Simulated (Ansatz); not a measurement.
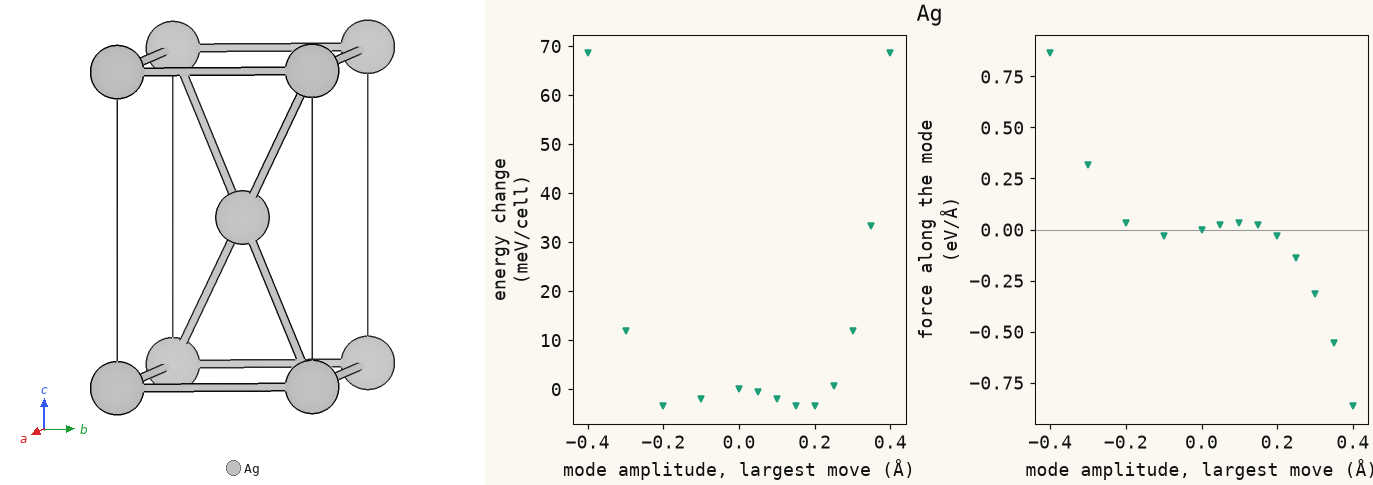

The figure shows the energy change and force along the mode against mode amplitude for Ag, space group Im-3m (No. 229). The cell is drawn beside the plot.

Starting cell:
```
CELL_PARAMETERS angstrom
-1.61256 1.61256 1.61256
1.61256 -1.61256 1.61256
3.22511 3.22511 0.00000
ATOMIC_POSITIONS crystal
Ag 0.00000 0.00000 0.00000
Ag 0.50000 0.50000 0.50000
```

Displacement pattern for amplitude 1 (x, y, z for each atom, in the order of the cell):
```tsv
atom	x	y	z
Ag1	-0.71	0.71	0.00
Ag2	0.71	-0.71	0.00
```

Calculation (Ansatz 0.2.0): a normal mode of the cell frozen into a crystal at growing amplitude, by plane-wave density functional theory with PAW datasets, free energies less that of the undisturbed cell; scalar-relativistic. Level: PBEsol, no spin polarisation.

wave cutoff 420 eV; k mesh 22×22×14; occupations Gaussian; smearing width 0.15 eV; k shift (0, 0, 0) (mesh steps); start relaxed.

The points at mode amplitude −0.3, −0.1, 0.2 and 0.4 follow from computed ones by symmetry.

Question: Is the given structure stable along this path?

Answer: No: the energy falls on both sides, so the starting structure is a maximum along this path and is unstable to this distortion.

Question: Where does the curve of the energy change have its lowest point?

Answer: The lowest computed point is at mode amplitude 0.15 Å (−3.5 meV/cell); there is a further local minimum at −0.20 Å (−3.4 meV/cell); the curve passes over a maximum at 0.00 Å (0.0 meV/cell).
